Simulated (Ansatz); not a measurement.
```
Ni Sb
1.0
     3.97603    0.00000    0.00000
    -1.98802    3.44334    0.00000
     0.00000    0.00000    5.15704
Ni Sb
2 2
Direct
  0.00000 0.00000 0.00000
  0.00000 0.00000 0.50000
  0.33333 0.66667 0.25000
  0.66667 0.33333 0.75000
```

Space group P6₃/mmc; started from the database_194 prototype, which need not be the ambient phase; computed without spin polarisation.

All numbers below come from Ansatz 0.2.0, DFT PBE, scalar-relativistic, plane waves, PAW.

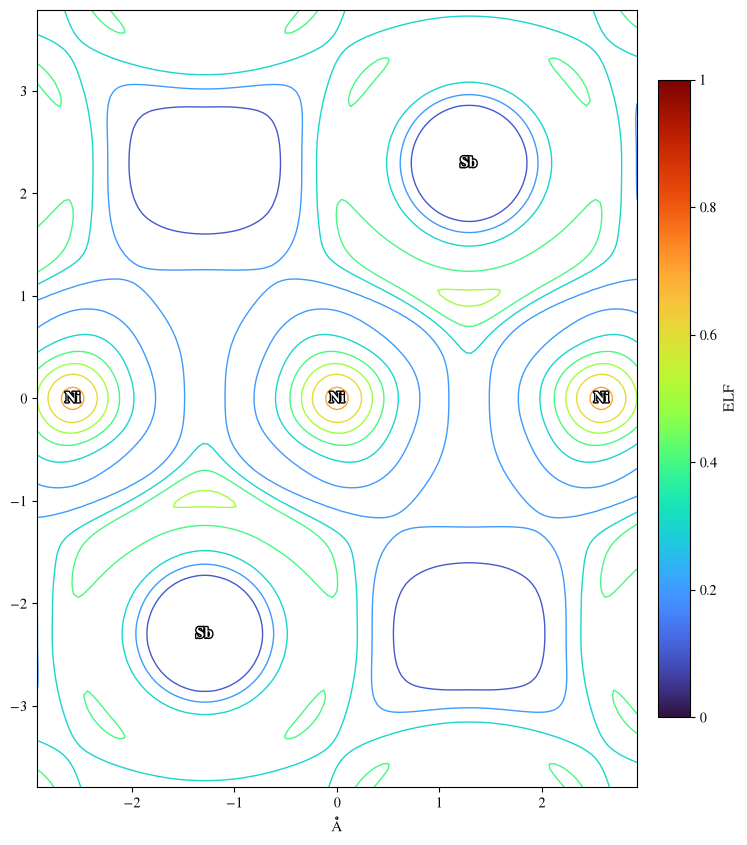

NiSb. Electron localisation function on the (110) plane of the conventional cell.

In a PAW calculation such maps are meaningful between the atoms, not at the nuclei.

Question: Describe what can be read from this map.

Answer: Atoms in the plane: Ni and Sb. Ni–Ni (2.58 Å): the ELF is about 0.25 at the midpoint (no shared electron pair shows on this line). Ni–Sb (2.63 Å): the ELF is about 0.45 at the midpoint. The features right at Ni lie inside the PAW spheres, where the map follows smoothed inner orbitals and isn't to be read closely.

Question: Does the calculation make it a metal, or give it a gap?

Answer: It is metallic or semimetallic at this level of theory: no gap opens.
